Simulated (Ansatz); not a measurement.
## Electronic structure of SnSe$_{2}$ in real space

Input file:

```
crystal:
  lattice:
    - [0.0, 3.4068553702, 3.4068553702]
    - [3.4068553702, 0.0, 3.4068553702]
    - [3.4068553702, 3.4068553702, 0.0]
  atoms:
    - { symbol: Sn, position: [0.0, 0.0, 0.0] }
    - { symbol: Se, position: [0.25, 0.25, 0.25] }
    - { symbol: Se, position: [0.75, 0.75, 0.75] }
kpoints:
  mp_grid: { grid: [4, 4, 4] }
hamiltonian:
  xc: pbe
scf:
  occupations: { method: fermi_dirac, width: 0.02 }
  n_extra_bands: 4
output:
  forces: true
  stress: true
  eigenvalues: true
  write_density: true
  write_potential: true
  elf: true
  volumetric_format: npy
```

Run with:

```sh
ansatz run input.yaml --threads 4 --pin off --max-ram 3686MiB --backend cpu --events-out ev --progress --plain --runs-dir out
```

Below, planes, directions and counts refer to the conventional cell (a = 6.81 Å, b = 6.81 Å, c = 6.81 Å, α = 90.00°, β = 90.00°, γ = 90.00°).

Space group Fm-3m; started from the fluorite prototype, which need not be the ambient phase.

The calculation used DFT, PBE, plane waves, PAW (Ansatz 0.2.0).

Core electrons are frozen (PAW), and the valence fields are smoothed inside the atomic spheres.

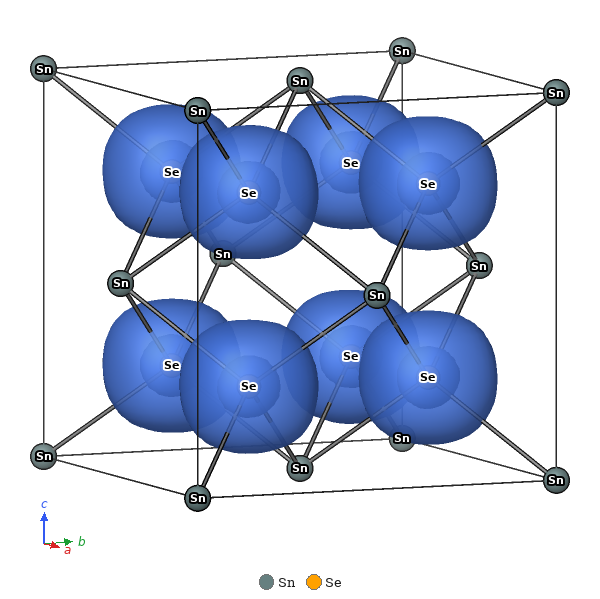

Figure 1. Isosurface of the electron localisation function at 0.65 (blue), seen slightly off an axis. Core shells and regions of very low density are left out. Sticks mark near contacts.

Q: Where are the electrons localised?

A: At this value the surface marks out eight regions wrapped around Se (the valence shell of each), counted in one cell of 12 atoms. Regions shared between cells count once.


Sn–Se (2.95 Å): the ELF is about 0.45 at the midpoint and 0.30 at its lowest between the atoms.

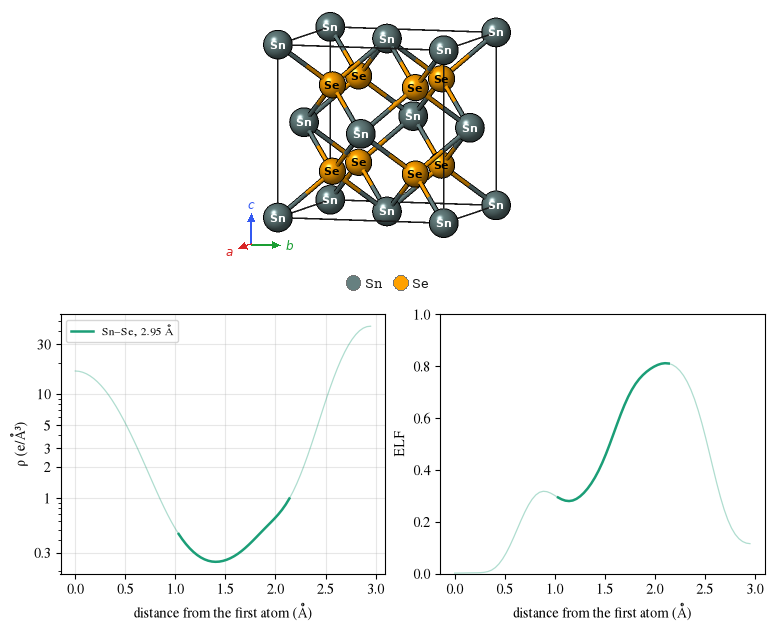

Figure 2. Valence electron density and electron localisation function along straight lines between neighbouring atoms. Thin, pale parts lie inside the atomic spheres. The structure is drawn too.

Q: What can be read from the curves?

A: Sn–Se (2.95 Å): the density is about 0.25 e/Å³ at the midpoint; the ELF is about 0.45 at the midpoint and 0.30 at its lowest between the atoms.
